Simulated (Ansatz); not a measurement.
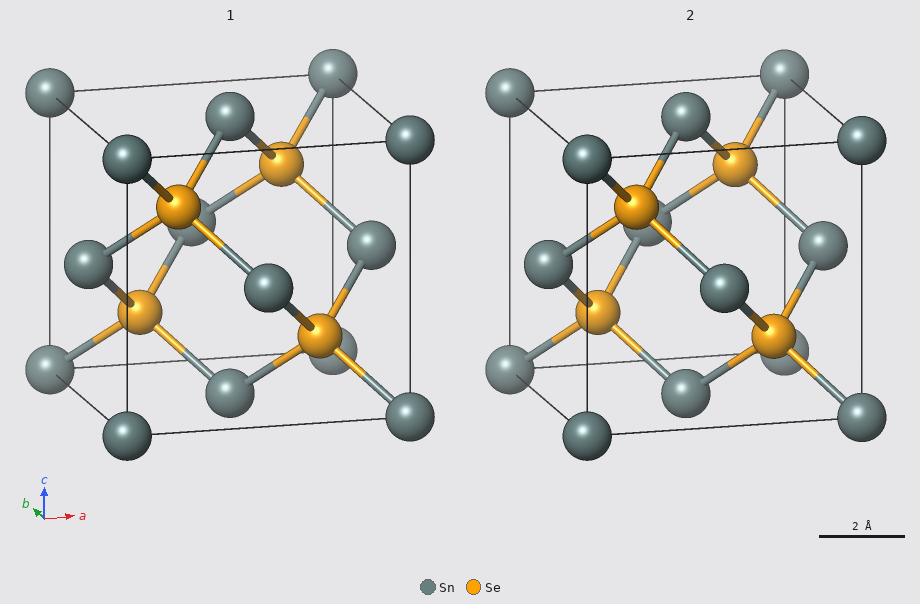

Two geometries of a crystal of SnSe (built on the zincblende type) at its r2SCAN-relaxed geometry: one is the relaxed structure, the other was perturbed away from it. Style: ball-and-stick. Shown: the conventional cell (4 times the calculation's cell), slightly off an axis. Lengths and directions refer to the drawn axes.

Method: Ansatz 0.2.0, DFT, r2SCAN, plane waves, PAW. (plane-wave cutoff 500 eV; k-point mesh 6 × 6 × 6; occupations fermi dirac; smearing width 0.02 eV; no spin polarisation)

Q: Which one is perturbed?

A: Structure 1 is the perturbed one. The cell is strained by +3.0 % along a and none across it (volume +3.0 %). The atoms were relaxed with r2SCAN under that strain, and this is a single point on that geometry. The energy rises by 3.6 meV per atom. The pressure goes from 0.0 to −1.0 GPa. All forces vanish by symmetry. Near-neighbour distances before and after: Se–Sn 2.913 → 2.943 Å. The space group (tolerance 0.01 Å) goes from F-43m (No. 216) to I-4m2 (No. 119).
